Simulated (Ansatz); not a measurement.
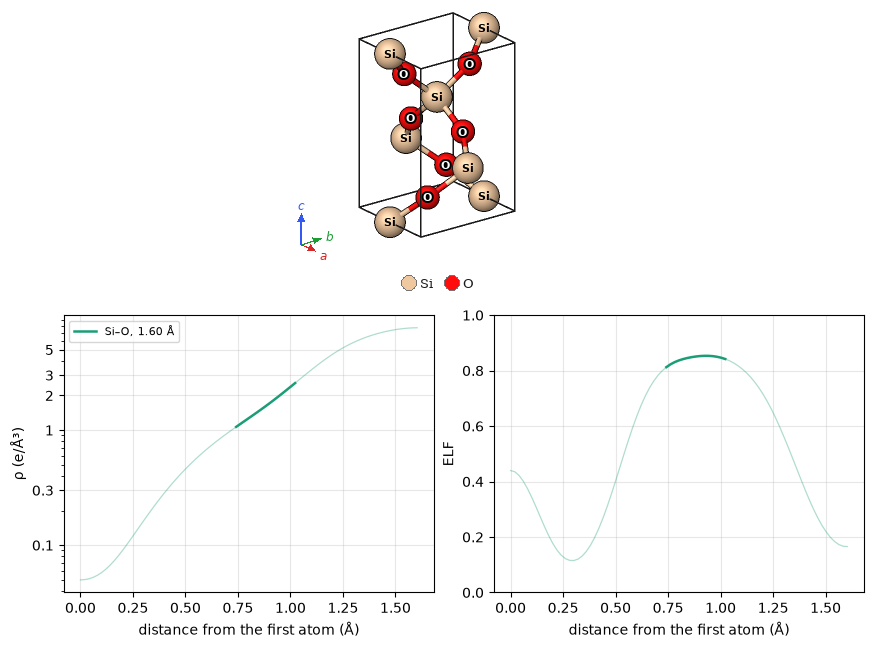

SiO₂. Valence electron density and ELF along straight lines between neighbouring atoms. Thin, pale parts lie inside the atomic spheres. The structure is drawn too.

Space group P6₄22; a structure from a database of computed crystals, not necessarily the ambient phase.

Method: Ansatz, Kohn-Sham DFT of a periodic cell, LDA, Ansatz PAW.

The density is the valence pseudo-density of a PAW calculation; it isn't the true density close to the nuclei.

What kind of bonding do the profiles show?

Si–O (1.60 Å): ρ is about 1.3 e/Å³ halfway; the ELF peaks at about 0.85 between the atoms (a short, strongly polar bond).
